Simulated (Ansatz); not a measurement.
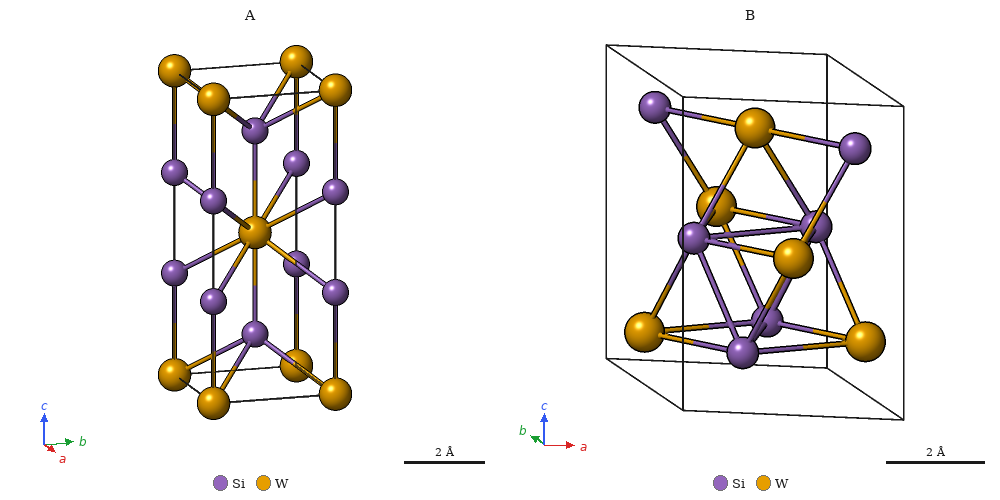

Two structures of Si2W, each relaxed (cell and atoms) at zero pressure; conventional cells in solid outline, small ones repeated, each panel with its own scale. Alike in all runs: Ansatz 0.2.0; functional PBEsol; potentials Ansatz PAW; cutoff 420 eV; occupations fermi-dirac, width 0.05 eV; no spin polarisation; no spin-orbit coupling. The k meshes have like spacings.

Give the type and space group of each panel.

Answer. A: 6 atoms a cell on a body-centred tetragonal lattice, I4/mmm; B: 9 atoms a cell on a primitive hexagonal lattice, P6₂22.

Which of these is lowest in energy, and how far above it do the others lie?

Answer. A, then B (+67 meV/atom), static energies at zero smearing.

Collect the results in a table.

Answer.
| panel | space group | E − E(lowest) (meV/atom) | volume (Å³/atom) | gap (eV) |
| --- | --- | --- | --- | --- |
| A | I4/mmm | 0 | 13.4 | metal |
| B | P6₂22 | 67 | 13.3 | 0.23 |

The starts are database entries or structure types tried for this composition, and the most stable form need not be among them. Gaps are the least found on the k-mesh, which misses some points of high symmetry; where the band edges lie there, the true gap is smaller, at times by an eV.

Caveat: the plane-wave basis is chosen anew once the cell has moved, so the energies of steps on either side of that aren't comparable; spin-orbit coupling is left out, which shifts the gaps of compounds of heavy elements; semilocal functionals give gaps below the measured ones; gaps of a few tenths of an eV or less are fragile: at this level of theory the bands may already be inverted off the mesh, while measured gaps, where the compound is known, are often wider than semilocal functionals give.
